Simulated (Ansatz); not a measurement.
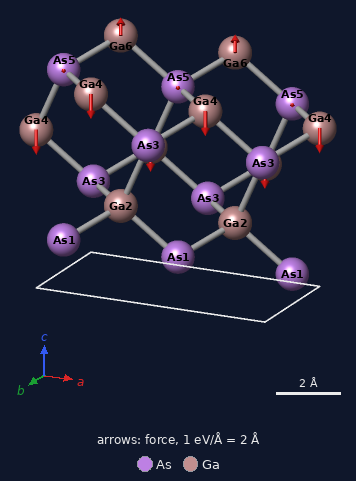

Starting geometry of a slab of composition GaAs (cut from the F-43m phase) with the computed forces as red arrows. A ball-and-stick model of the 2 × 1 repeat of the cell, outlined in the plane, without the vacuum, seen from a free direction.

Case: clean slab, lower half held. The slab is the (1 0 0) face of GaAs. 3 atoms are held fixed.

Computed with DFT PBEsol, scalar-relativistic, plane waves, PAW in Ansatz. (plane-wave cutoff 420 eV; k-point mesh 7 × 7 × 1; occupations gaussian; smearing width 0.05 eV; no spin polarisation; dipole correction; atoms relaxed in a fixed cell; force threshold 0.03 eV/Å; at most 70 steps)

**Is this structure relaxed? If not, where do the atoms go?**

It isn't relaxed: the largest force vector, on Ga4, is 0.41 eV/Å. The atoms end up moving mostly along the starting forces (cosine between the two patterns 0.87). Ga6 moves most: 0.062 Å along the normal (+c). By element the largest moves are Ga 0.062 Å, As 0.007 Å. The lattice vectors keep their values. Some distances before and after: As5–Ga6 2.450 → 2.482 Å, Ga4–As5 2.450 → 2.472 Å, As3–Ga4 2.450 → 2.432 Å. Bond angles that change, for instance: Ga6–As5–Ga6 109.5° → 107.4°, As5–Ga6–As5 109.5° → 107.4°. After 2 geometry steps the energy has fallen by 15.6 meV per cell of the calculation. The largest force component goes from 0.41 to 0.01 eV/Å.
